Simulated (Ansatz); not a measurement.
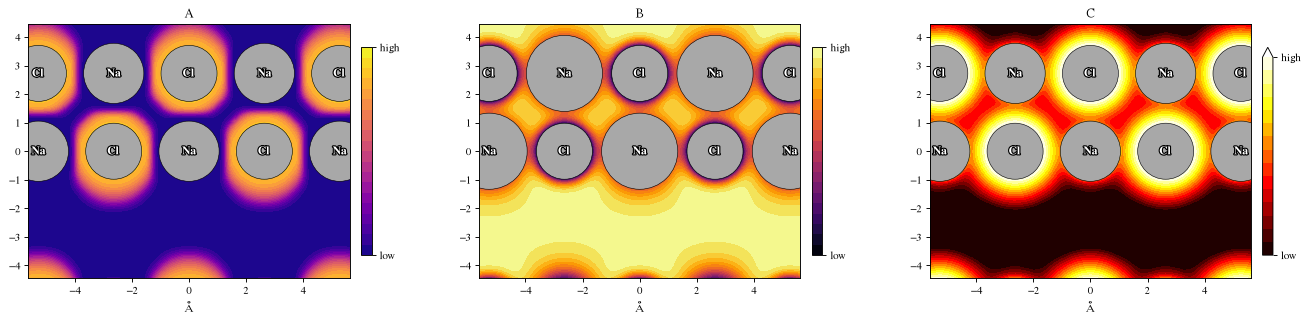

NaCl: 3 fields on the (110) plane of the conventional cell, with unlabelled colour scales. Grey discs cover the atomic cores.

Space group P6₃/mmc; started from the wurtzite prototype, which need not be the ambient phase; changed on purpose from its base cell (uniaxial z strain -5.3%); computed pressure about 2 GPa in this cell.

Level of theory: DFT, HSE06, plane waves, PAW (Ansatz).

```
CELL_PARAMETERS angstrom
4.72108 0.00000 0.00000
-2.36054 4.08857 0.00000
0.00000 0.00000 5.27375
ATOMIC_POSITIONS crystal
Na 0.33333 0.66667 0.75000
Na 0.66667 0.33333 0.25000
Cl 0.33333 0.66667 0.25000
Cl 0.66667 0.33333 0.75000
```

**The panels show electron localisation function, electrostatic potential energy of an electron and valence pseudo-density in some order. Assign them.**

Panel A: electron localisation function. Panel B: electrostatic potential energy of an electron (low next to the atoms, rising into the space between them). Panel C: valence pseudo-density. From the grid: Na–Cl (2.64 Å): ρ at the midpoint is about 0.2 e/Å³; the ELF peaks at about 0.90 in the valence shell of Cl, 0.8 Å from its nucleus, and falls to about 0 next to Na (a largely ionic contact). Na–Cl (2.73 Å): ρ is about 0.17 e/Å³ halfway; the ELF peaks at about 0.90 in the valence shell of Cl, 0.8 Å from its nucleus, and falls to about 0 next to Na; an ionic contact with no shared pair.
